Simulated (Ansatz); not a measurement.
Given this structure:

```yaml
crystal:
  lattice:
    - [2.72809, 0.00000, 0.00000]
    - [-1.36405, 2.36260, 0.00000]
    - [0.00000, 0.00000, 10.48194]
  atoms:
    - { symbol: Mg, position: [0.00000, 0.00000, 0.00000] }
    - { symbol: O, position: [0.66667, 0.33333, 0.76212] }
    - { symbol: O, position: [0.66667, 0.33333, 0.90455] }
    - { symbol: Mg, position: [0.66667, 0.33333, 0.33333] }
    - { symbol: O, position: [0.33333, 0.66667, 0.09545] }
    - { symbol: O, position: [0.33333, 0.66667, 0.23788] }
    - { symbol: Mg, position: [0.33333, 0.66667, 0.66667] }
    - { symbol: O, position: [0.00000, 0.00000, 0.42879] }
    - { symbol: O, position: [0.00000, 0.00000, 0.57121] }
```

**What does this file describe?**

It has the composition MgO2. The structure has R-3m (No. 166) symmetry and a rhombohedral (trigonal R) lattice. With Z = 3, the cell contains 3 Mg, 6 O. Counting atoms within bonding range gives coordination numbers of Mg 6 and O 4.

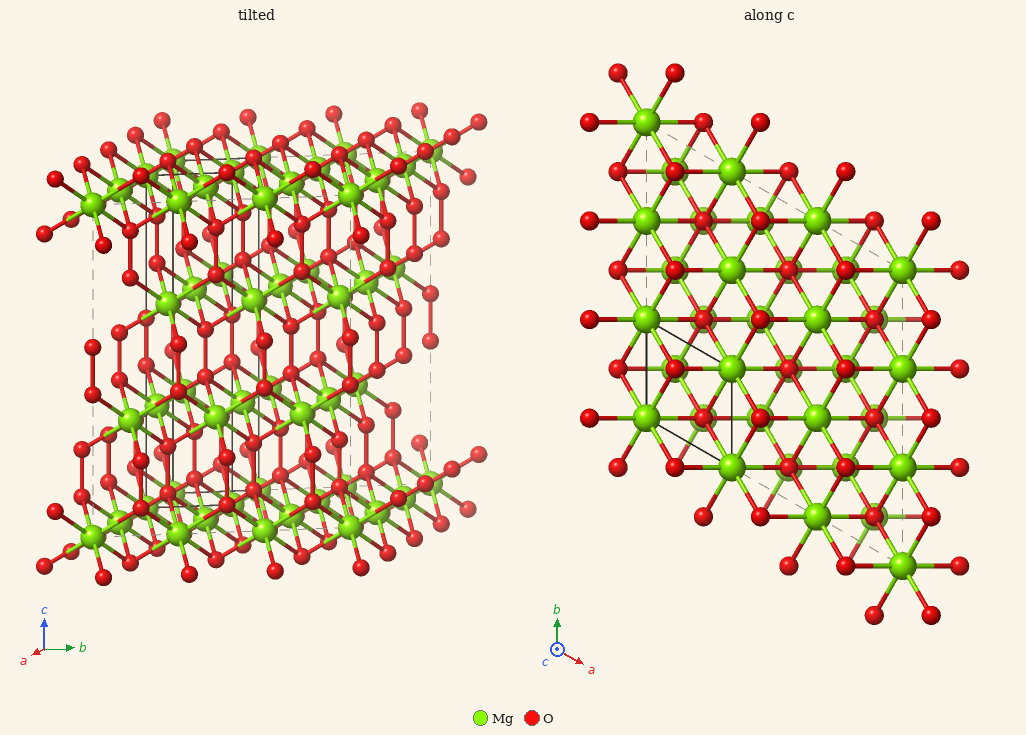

View slightly off an axis and along the c axis, drawn as a ball-and-stick model. The solid frame is a single conventional unit cell within a 3×3×1 block. Some neighbours outside the box are added.

Its origin is a structure listed in the Materials Project. The cell was then strained or its atoms displaced on purpose. It went into a calculation with Ansatz.

At this level of theory the cell isn't at rest (compressed, at 61 GPa and forces up to 3.6 eV/Å), so its distances can differ from those at equilibrium, the more so the softer the solid.
